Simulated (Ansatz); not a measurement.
TiC and related structures: several calculations on one system

Part 1: Relaxation

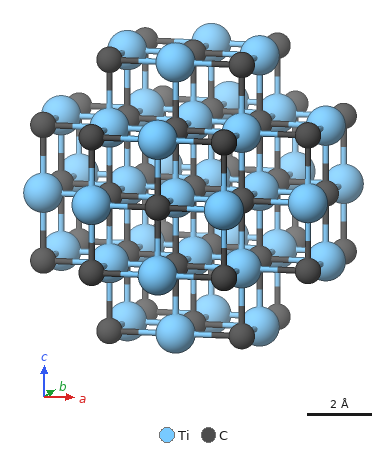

Crystalline TiC (set up in Fm-3m), before the relaxation. The picture is a ball-and-stick view of the conventional cell (4 times the calculation's cell), seen slightly off an axis. Lengths and directions refer to the drawn axes.

Computed with DFT PBEsol, scalar-relativistic, plane waves, PAW (Ansatz 0.2.0).

Input file:
```yaml
crystal:
  lattice:
    - [0.0, 2.1657188437, 2.1657188437]
    - [2.1657188437, 0.0, 2.1657188437]
    - [2.1657188437, 2.1657188437, 0.0]
  atoms:
    - { symbol: Ti, position: [0.0, 0.0, 0.0] }
    - { symbol: C, position: [0.5, 0.5, 0.5] }
basis:
  ecutwfc: 420
kpoints:
  mp_grid: { grid: [16, 16, 16] }
hamiltonian:
  xc: pbesol
scf:
  occupations: { method: gaussian, width: 0.1 }
output:
  forces: true
  stress: true
  eigenvalues: true
  write_density: true
  write_potential: true
  elf: true
  volumetric_format: npy
relax:
  adjacent_minimum: "off"
  f_tol: 0.005
  max_steps: 80
  cell: { stress_tol: 0.05 }
```

Run as
```bash
ansatz run input.yaml --threads 1 --pin off --max-ram 2560MiB --backend cpu --events-out ev --progress --plain --runs-dir out
```

**Where does the relaxation end?**

No atom moves by more than 0.005 Å relative to the cell. Cell: a = b = c 4.331 → 4.293 Å (−0.9 %). Volume −2.6 %. Among the contacts that change: Ti1–Ti1 3.063 → 3.036 Å, Ti1–C2 2.166 → 2.147 Å. The space group stays Fm-3m (No. 225). After 2 accepted moves (3 points after the start) the energy has fallen by 5.7 meV per atom. All forces vanish by symmetry, so only the cell relaxes. Pressure: −6.73 GPa at the start and −0.03 GPa at the end. At 1 point the geometry stayed and the basis and grid were re-selected for the new cell (energy shift of 0.4 meV per atom at most each time).

Step by step:

```json
{"step": "0", "E − E(0), meV/atom": "0.00", "pressure, GPa": "-6.73", "volume, Å³/atom": "10.158", "note": ""}
{"step": "1", "E − E(0), meV/atom": "-6.01", "pressure, GPa": "-0.72", "volume, Å³/atom": "9.920", "note": ""}
{"step": "2", "E − E(0), meV/atom": "-6.12", "pressure, GPa": "0.03", "volume, Å³/atom": "9.893", "note": ""}
{"step": "3", "E − E(0), meV/atom": "-5.73", "pressure, GPa": "-0.03", "volume, Å³/atom": "9.893", "note": "same geometry, new basis"}
```

After the run, drawn alike:

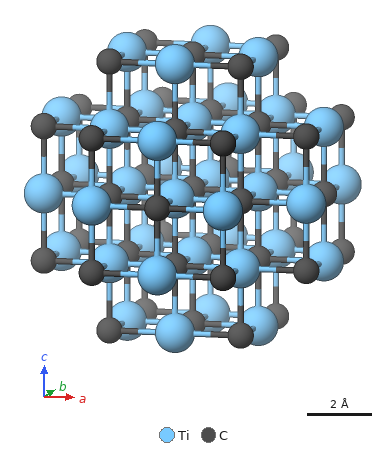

Part 2: Relaxation

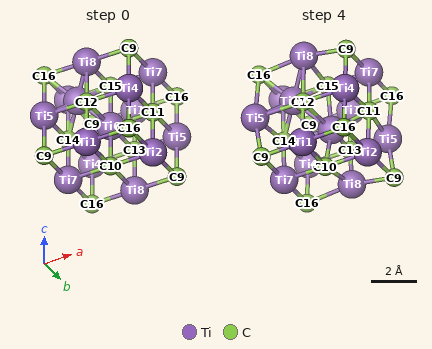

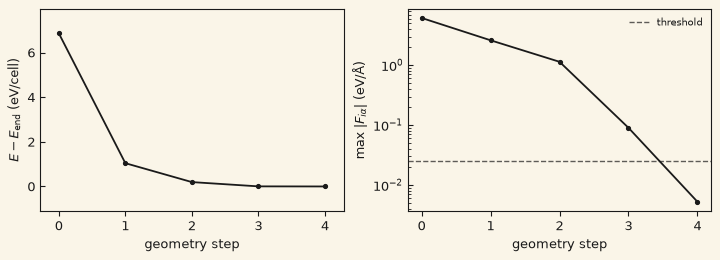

First and last geometry of a relaxation of a defect cell of composition Ti9C8, with the history of the run. Style: ball-and-stick. Shown: the atoms within 4.2 Å of the atom that moves most (axes of the conventional cell (4 times the calculation's cell) (origin shifted)), from a free direction. Lengths and directions refer to the drawn axes.

Case: Ti interstitial, charge +0, atoms relaxed at the host's cell.

Method: DFT PBE, scalar-relativistic, plane waves, PAW in Ansatz 0.2.0.

Input
```yaml
crystal:
  lattice:
    - [0.0, 4.3327798708, -4.3327798708]
    - [4.3327798708, 4.3327798708, 0.0]
    - [4.3327798708, 0.0, -4.3327798708]
  atoms:
    - { symbol: Ti, position: [0.0, 0.0, 0.5] }
    - { symbol: Ti, position: [0.0, 0.5, 0.5] }
    - { symbol: Ti, position: [0.5, 0.0, 0.5] }
    - { symbol: Ti, position: [0.5, 0.5, 0.5] }
    - { symbol: Ti, position: [0.0, 0.0, 1.0] }
    - { symbol: Ti, position: [0.0, 0.5, 1.0] }
    - { symbol: Ti, position: [0.5, 0.0, 1.0] }
    - { symbol: Ti, position: [0.5, 0.5, 1.0] }
    - { symbol: C, position: [0.25, 0.75, 0.25] }
    - { symbol: C, position: [0.25, 0.25, 0.25] }
    - { symbol: C, position: [0.75, 0.75, 0.25] }
    - { symbol: C, position: [0.75, 0.25, 0.25] }
    - { symbol: C, position: [0.25, 0.75, 0.75] }
    - { symbol: C, position: [0.25, 0.25, 0.75] }
    - { symbol: C, position: [0.75, 0.75, 0.75] }
    - { symbol: C, position: [0.75, 0.25, 0.75] }
    - { symbol: Ti, position: [0.875, 0.375, 0.875] }
basis:
  ecutwfc: 420
  xc_grid: 2
kpoints:
  mp_grid: { grid: [8, 8, 8], shift: [0.0, 0.0, 0.0] }
hamiltonian:
  xc: pbe
scf:
  occupations: { method: gaussian, width: 0.1 }
output:
  forces: true
  stress: false
  eigenvalues: true
  write_density: true
  write_potential: true
  elf: true
  volumetric_format: npy
relax:
  adjacent_minimum: "off"
  f_tol: 0.025
  max_steps: 45
```

Command:
```bash
ansatz run input.yaml --threads 4 --pin off --max-ram 10240MiB --backend cpu --events-out ev --progress --plain --runs-dir out
```

### Read the history and describe the run.

It converged. The energy falls by 6.866 eV per cell of the calculation in 4 geometry steps. Largest force component: 6.1 eV/Å at the start, 0.0053 eV/Å at the end. The largest moves, 0.29 Å, are those of Ti2, Ti5, Ti6 and Ti8. Ti6 goes along [1 1 −1]. Largest moves by element: Ti 0.29 Å, C 0.07 Å. The cell doesn't change. Near-neighbour distances that change, for instance: Ti2–Ti5 3.064 → 3.532 Å, Ti2–Ti5 (another image) 3.064 → 2.596 Å, Ti2–Ti17 1.876 → 2.163 Å, Ti2–C14 2.166 → 2.375 Å. The run took 63 s on 4 threads of Intel(R) Xeon(R) Processor @ 2.70GHz, on a shared host, peak memory 0.89 GiB.

Limits of the set-up: the periodic images lie only 6.1 Å apart, so the values are limited by the cell's size.

Part 3: Defect

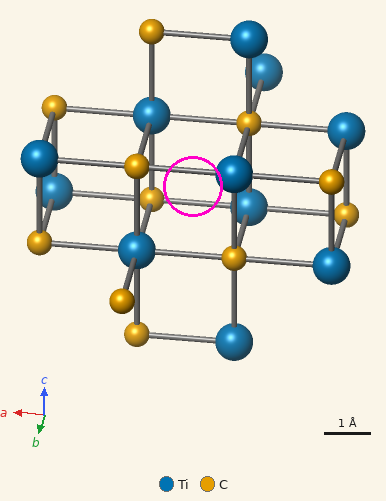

Perfect TiC. A ball-and-stick model of the atoms within 4.6 Å of one point, in a slice 4.2 Å thick across the line of sight, seen from a free direction.

Method: DFT PBE, scalar-relativistic, plane waves, PAW in Ansatz. Settings: plane-wave cutoff 420 eV; k-point mesh 8 × 8 × 8; occupations gaussian; smearing width 0.1 eV; no spin polarisation. The cell is small and the k-mesh coarse, so the numbers are rough. The axes drawn are those of the host's conventional cell.

An extra titanium atom is put between the host's atoms (an interstitial) at the ringed place, in charge state 0. The supercell has 16 sites, and the atoms are relaxed at the host's cell.

**Predict the relaxed surroundings of the defect.**

The Ti atom starts with 4 C at 1.88 Å, 4 Ti at 1.88 Å around its place and ends with 4 C at 1.94 Å, 4 Ti at 2.16 Å. Of the host's atoms, a titanium atom moves furthest from its site, by 0.29 Å. Relaxing the atoms from the host's sites lowers the energy by 6.87 eV. At a tolerance of 0.02 Å the relaxed supercell has space group F-43m.

The relaxed defect, seen from the same direction:

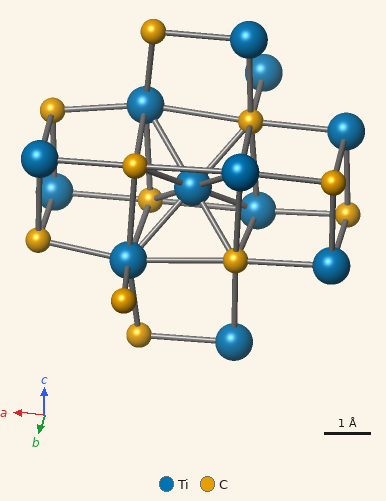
